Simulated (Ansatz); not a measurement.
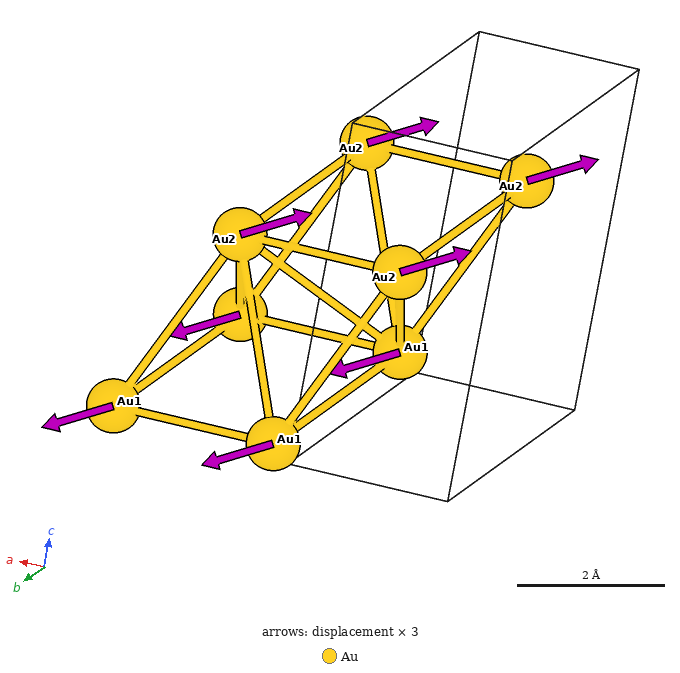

A relaxation of solid Au (set up in P-1). The starting structure is drawn; purple arrows show the displacements (the part carried along by the change of the cell is left out), 3 times their true length.

Style: ball-and-stick. Shown: the cell of the calculation, repeated 2 × 2 × 1 with one cell outlined, from a free direction.

The run lets cell and atoms move.

These are results of Kohn-Sham DFT of a periodic cell, PBEsol, Ansatz PAW (Ansatz 0.2.0), not measurements.

The input:
```yaml
crystal:
  lattice:
    - [2.8154890579, 0.0, 0.0]
    - [-0.0129553469, 2.8201795887, 0.0]
    - [-1.1378916452, -1.1854109603, 4.9240140333]
  atoms:
    - { symbol: Au, position: [0.672862, 0.665962, 0.274055] }
    - { symbol: Au, position: [0.327138, 0.334038, 0.725945] }
hamiltonian:
  xc: pbesol
  pseudopotentials: { kind: paw }
kpoints:
  mp_grid: { grid: [10, 10, 6] }
scf:
  occupations: { method: fermi_dirac, width: 0.05 }
output:
  forces: true
  stress: true
  eigenvalues: true
  write_density: true
  write_potential: true
  elf: true
  volumetric_format: npy
relax:
  f_tol: 0.01
  max_steps: 40
  cell: { stress_tol: 0.05, p_target: 2.0 }
```

Launched with:
```bash
ansatz run input.yaml --threads 2 --pin off --max-ram 5632MiB --backend cpu --events-out ev --progress --plain --runs-dir out
```

Describe the change and its energy.

Answer. Over 17 accepted moves (19 points after the start) the energy falls by 171 meV per atom. With the target pressure of 2 GPa, the enthalpy E + pV changes by −205 meV per atom. The largest force component goes from 0.12 to under 0.0001 eV/Å. Pressure: −7.98 GPa at the start and 2.01 GPa at the end. At 2 points the geometry stayed and the basis and grid were re-selected for the new cell (energy shift of 1.3 meV per atom at most each time). The largest moves relative to the cell, 0.34 Å, are those of Au1 and Au2. Au1 goes along [3 3 −1]. The drawn cell changes as follows: a 2.815 → 2.901 Å (+3.0 %), b 2.820 → 2.900 Å (+2.8 %), c 5.191 → 4.006 Å (−22.8 %), α 103.1° → 90.0°, β 102.7° → 90.0°, γ 90.3° → 90.0°; the volume changes by −13.8 %. Among the contacts that change: Au1–Au2 4.443 → 2.866 Å, Au1–Au2 (another image) 3.719 → 2.867 Å, Au1–Au2 (another image) 3.670 → 2.867 Å, Au1–Au2 (another image) 3.052 → 2.866 Å. Within 0.06 Å the space group is C2/m at the start and I4/mmm at the end; at a tighter tolerance small leftover displacements or strains of the cell lower it.
